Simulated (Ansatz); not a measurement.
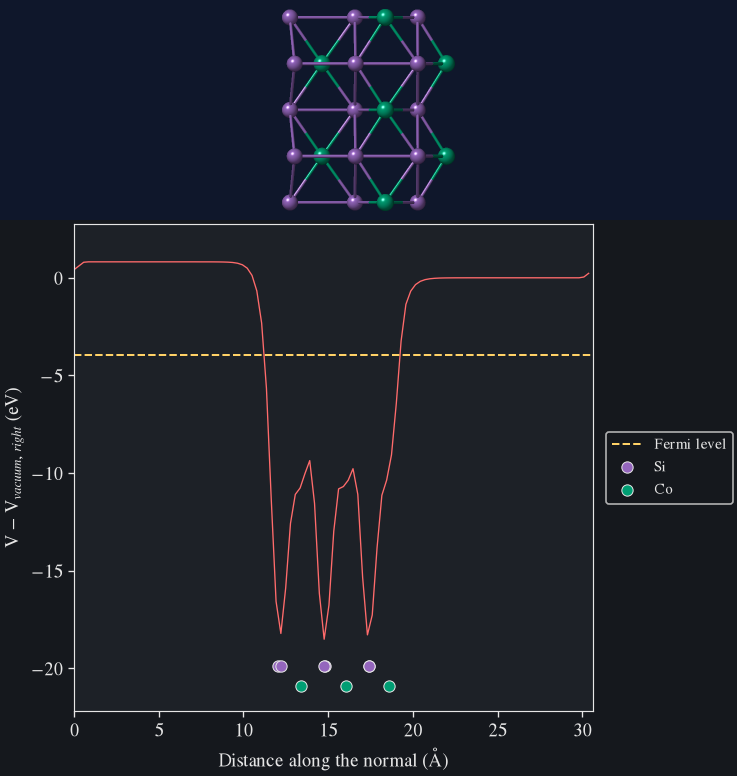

Plane-averaged electrostatic potential energy of an electron across the slab; circles at the bottom mark the heights of the atoms. The structure is drawn too.

System: CoSi2 (slab), 9 atoms in the cell.

Computed with Ansatz 0.2.0: DFT PBE, scalar-relativistic, plane waves, PAW, no spin polarisation, 9×9×1 k mesh, 420 eV cutoff.

Q: What is the work function?

A: The work function is 3.96 eV at the right face and 4.78 eV at the left.

Q: How thick are slab and vacuum?

A: The outermost atoms are 6.5 Å apart, which leaves 24.1 Å of vacuum in a cell 30.7 Å high.

Q: Do the two faces differ, and what does that say about the slab's dipole?

A: The vacuum level is 0.82 eV higher at the left than at the right, so the slab carries a dipole along its normal; the ramp in the vacuum, at or near the edge of the plot, is the dipole correction that keeps each side flat.

The run has no spin polarisation, so a magnetic state may lie lower. The atoms aren't at rest in this cell (largest force 0.7 eV/Å), so the relaxed material can differ.
